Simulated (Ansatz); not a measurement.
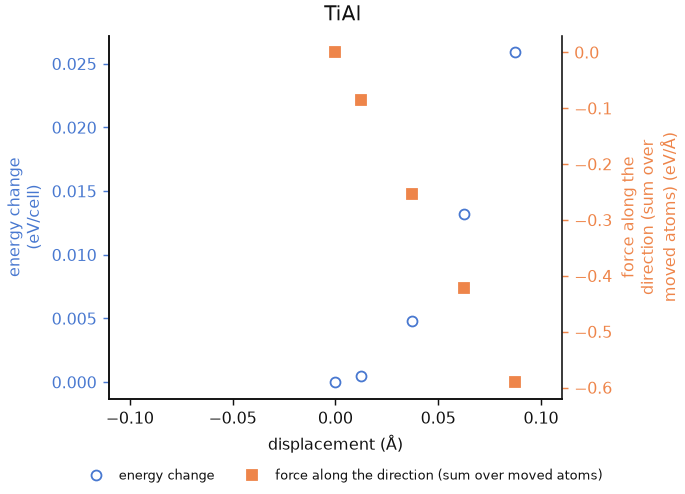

The figure shows the energy change and force along the direction (sum over moved atoms) against displacement for TiAl, space group Pm-3m (No. 221).

The given structure:
```
CELL_PARAMETERS angstrom
3.17906 0.00000 0.00000
0.00000 3.17906 0.00000
0.00000 0.00000 3.17906
ATOMIC_POSITIONS crystal
Ti 0.00000 0.00000 0.00000
Al 0.50000 0.50000 0.50000
```

Method: all atoms of one element of a crystal moved along a line, all else fixed, by plane-wave density functional theory with PAW datasets, free energies less that of the undisturbed cell; scalar-relativistic (Ansatz 0.2.0). Level: r2SCAN, no spin polarisation.

- wave cutoff: 500 eV
- k mesh: 16×16×16
- occupations: Gaussian
- smearing width: 0.15 eV
- k shift: (0, 0, 0) (mesh steps)
- start: as given
- moved element: Ti
- direction: (0, 0, 1) (Cartesian unit vector)

The points at displacement −0.075, −0.025, 0.05 and 0.1 follow from computed ones by symmetry.

The points at displacement −0.1000 Å, −0.0750 Å, −0.0500 Å, −0.0250 Å, 0.0250 Å, 0.0500 Å, 0.0750 Å and 0.1000 Å are left out of the plot. What values does the calculation give there?

```tsv
displacement (Å)	energy change (eV/cell)	force along the direction (sum over moved atoms) (eV/Å)
-0.1000	0.0338	0.67
-0.0750	0.0190	0.51
-0.0500	0.0084	0.34
-0.0250	0.0021	0.17
0.0250	0.0021	-0.17
0.0500	0.0084	-0.34
0.0750	0.0190	-0.51
0.1000	0.0338	-0.67
```

Caveats: reference crystal is not relaxed.
